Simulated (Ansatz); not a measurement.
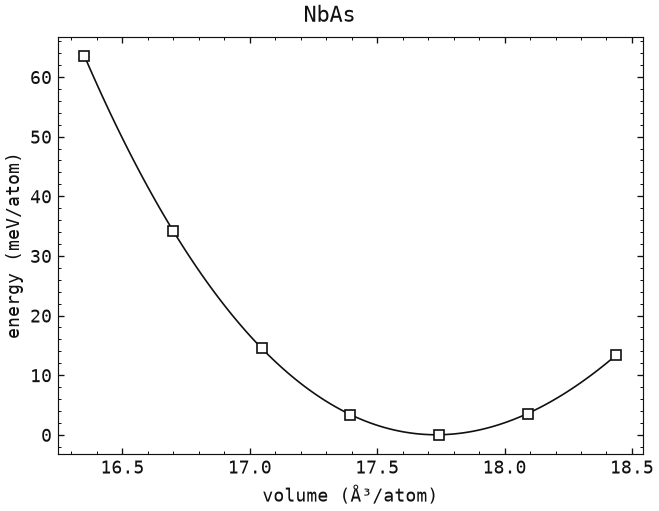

Figure. Energy against volume for NbAs, space group I4_1md (No. 109).

A third-order Birch–Murnaghan fit gives V0 = 17.73 Å³/atom, B0 = 163 GPa and B′ = 4.4. The energy is 63.52 meV/atom at volume 16.35 Å³/atom and 13.37 meV/atom at 18.44 Å³/atom; the lowest computed point is at volume 17.74 Å³/atom (0.00 meV/atom).

Computed with Ansatz 0.2.0: all-electron LAPW DFT, no spin polarisation; energies at scaled volumes of the given cell, shape and fractions fixed, counted from the fit's minimum, third-order Birch-Murnaghan fit. Level: PBE.

k mesh 11×11×11; occupations Fermi–Dirac; smearing width 0.05 eV; potentials all electron LAPW, scalar relativistic; program settings basis error eV/atom 0.001.

Cell as given: a = 6.330 Å, b = 6.330 Å, c = 6.330 Å, α = 148.35°, β = 148.35°, γ = 45.36°; 4 atoms.

Limits of the calculation: shape and atomic fractions are frozen while scaling, which makes layered, chain and framework solids too stiff.
